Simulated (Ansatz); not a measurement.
B₃N₄ (slab)

The calculation's input:

```
crystal:
  lattice:
    - [2.5061138137, 0.0, 0.0]
    - [-1.2530569069, 2.1703582275, 0.0]
    - [0.0, 0.0, 25.5926876598]
  atoms:
    - { symbol: B, position: [0.6666666667, 0.3333333333, 0.3321261179] }
    - { symbol: "N", position: [0.3333333333, 0.6666666667, 0.3322402185] }
    - { symbol: B, position: [0.3333333333, 0.6666666667, 0.4620997201] }
    - { symbol: "N", position: [0.0, 0.0, 0.4621445588] }
    - { symbol: B, position: [0.0, 0.0, 0.5919331885] }
    - { symbol: "N", position: [0.6666666667, 0.3333333333, 0.5920079078] }
    - { symbol: "N", position: [0.8333333333, 0.6666666667, 0.6459295599], spin: 3.0 }
basis:
  ecutwfc: 420
kpoints:
  mp_grid: { grid: [12, 12, 1] }
hamiltonian:
  xc: pbe
  dispersion: d3bj
scf:
  occupations: { method: gaussian, width: 0.05 }
output:
  forces: true
  eigenvalues: true
  populations: true
  write_density: true
  write_potential: true
  elf: true
  volumetric_format: npy
magnetization:
  spin_polarized: true
relax:
  adjacent_minimum: "off"
  f_tol: 0.03
  max_steps: 70
  constraints: [{ sites: [0, 1] }]
efield:
  axis: 3
  dipole_correction: true
  ramp_width: 0.04
```

Run with:

```sh
ansatz run input.yaml --threads 1 --pin off --max-ram 2560MiB --backend cpu --events-out ev --progress --plain --runs-dir out
```

The fields are those of the relaxed geometry.

The program warned that a starting moment wasn't kept; spin-polarised.

Method: DFT PBE+D3(BJ), scalar-relativistic, plane waves, PAW (Ansatz).

In a PAW calculation such maps are meaningful between the atoms, not at the nuclei.

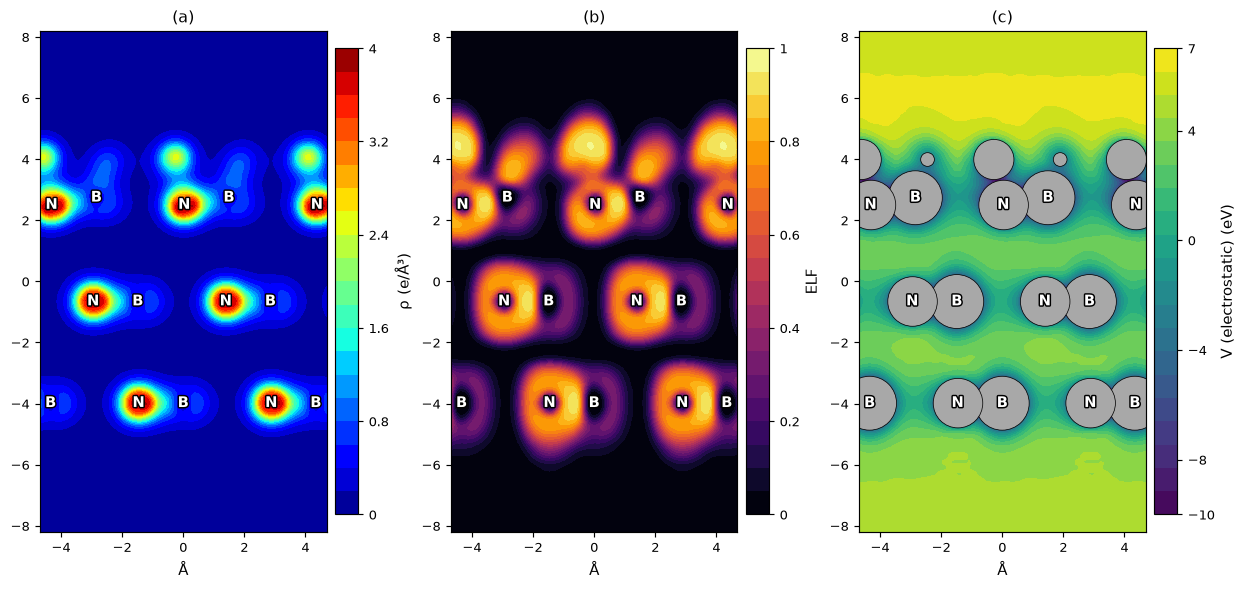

Figure 1. (a) valence electron density; (b) ELF; (c) electrostatic potential (local pseudopotential plus Hartree) felt by an electron on the (110) plane of the calculation cell, a cut from vacuum to vacuum. Grey discs cover the atomic cores in the potential map.

Question: What does the map show?

Answer: The plane passes through B and N nuclei.
Atoms just off the plane (N, 0.5 Å away) can leave unmarked features too.
B–N (1.45 Å): ρ at the midpoint is about 1.8 e/Å³; the ELF peaks at about 0.95 between the atoms.
The density dies away to nearly zero in the vacuum.
The ELF also peaks beside N, away from the bonds: lone-pair regions.

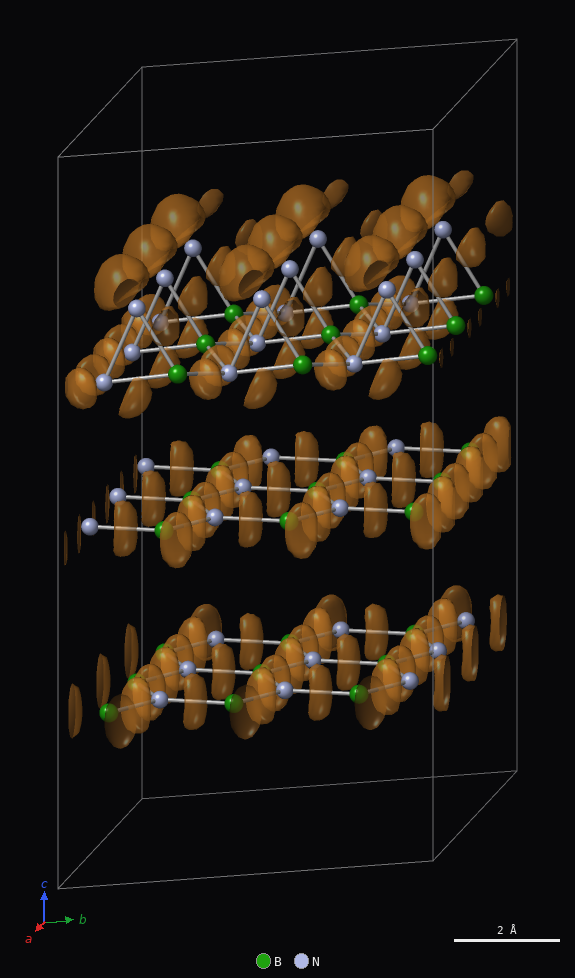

Figure 2. Isosurface of the electron localisation function at 0.85 (orange), seen slightly off an axis. Core shells and regions of very low density are left out. Sticks mark near contacts.

Question: Identify the bonds, lone pairs and shells in this picture.

Answer: The ELF exceeds this value in ten regions between bonded B–N atoms and one lobe on N, pointing away from the bonds (lone pairs), counted in one cell of 7 atoms. Counts are for one cell; the picture repeats the cell along the surface.


 N–N (1.62 Å): the ELF peaks at about 0.70 between the atoms.

Question: Does the calculation make it a metal, or give it a gap?

Answer: It is gapless in this calculation (a metal or semimetal).
